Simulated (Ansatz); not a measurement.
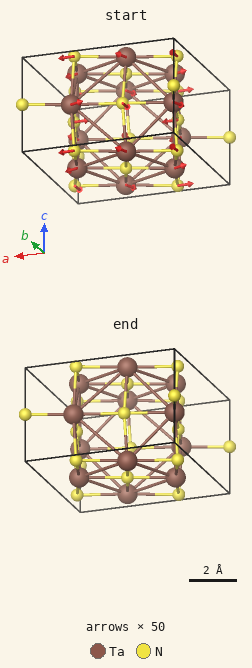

The structure of a crystal of Ta4N5 (set up in I4/m) (coarse preliminary run) before (top) and after (bottom) a relaxation, at one scale. The red arrows give the displacements (the part carried along by the change of the cell is left out), magnified 50 times.

The picture is a ball-and-stick view of the conventional cell (2 times the calculation's cell), seen from a free direction. Lengths and directions refer to the drawn axes.

Method: DFT LDA, scalar-relativistic, plane waves, PAW (Ansatz).

Input file:
```yaml
crystal:
  lattice:
    - [-3.4362702628, 3.4362702628, 2.1374763015]
    - [3.4362702628, -3.4362702628, 2.1374763015]
    - [3.4362702628, 3.4362702628, -2.1374763015]
  atoms:
    - { symbol: Ta, position: [0.78282472, 0.60542174, 0.38824646] }
    - { symbol: Ta, position: [0.39457826, 0.78282472, 0.17740297] }
    - { symbol: Ta, position: [0.60542175, 0.21717528, 0.82259703] }
    - { symbol: Ta, position: [0.21717528, 0.39457825, 0.61175354] }
    - { symbol: "N", position: [0.5, 0.5, 0.0] }
    - { symbol: "N", position: [0.90846657, 0.30903948, 0.21750605] }
    - { symbol: "N", position: [0.69096052, 0.90846657, 0.59942709] }
    - { symbol: "N", position: [0.30903948, 0.09153343, 0.40057291] }
    - { symbol: "N", position: [0.09153343, 0.69096052, 0.78249395] }
basis:
  ecutwfc: 420
kpoints:
  mp_grid: { grid: [6, 6, 6] }
hamiltonian:
  xc: lda
scf:
  occupations: { method: gaussian, width: 0.1 }
output:
  forces: true
  stress: true
  eigenvalues: true
relax:
  adjacent_minimum: "off"
  f_tol: 0.05
  max_steps: 80
  cell: { stress_tol: 0.5 }
```

Run as
```bash
ansatz run input.yaml --threads 4 --pin off --max-ram 12288MiB --backend cpu --events-out ev --progress --plain --runs-dir out
```

**Summarise the run.**

The largest moves relative to the cell, 0.015 Å, are those of N6, N7, N8 and N9. N7 goes along −b. By element the largest moves are N 0.015 Å, Ta 0.014 Å. The volume changes by −3.6 %, with a = b 6.873 → 6.776 Å (−1.4 %), c 4.275 → 4.240 Å (−0.8 %). Near-neighbour distances that change, for instance: Ta1–Ta4 3.318 → 3.244 Å, Ta1–Ta2 3.174 → 3.123 Å, Ta1–N9 2.202 → 2.164 Å, Ta1–N6 2.212 → 2.185 Å. The space group stays I4/m (No. 87). Over 3 accepted moves (5 points after the start) the energy falls by 0.136 eV per cell of the calculation. The largest force component goes from 0.18 to 0.018 eV/Å. The pressure goes from −11.18 to 0.00 GPa. The SCF was repeated twice at an unchanged geometry on a basis and grid sized afresh for the cell, which shifted the energy by 12.0 meV per cell of the calculation at most. Cost: 39 s on 4 threads of Intel(R) Xeon(R) Processor @ 2.50GHz (Skylake/Cascade Lake), with other jobs on the host, peak memory 0.55 GiB.
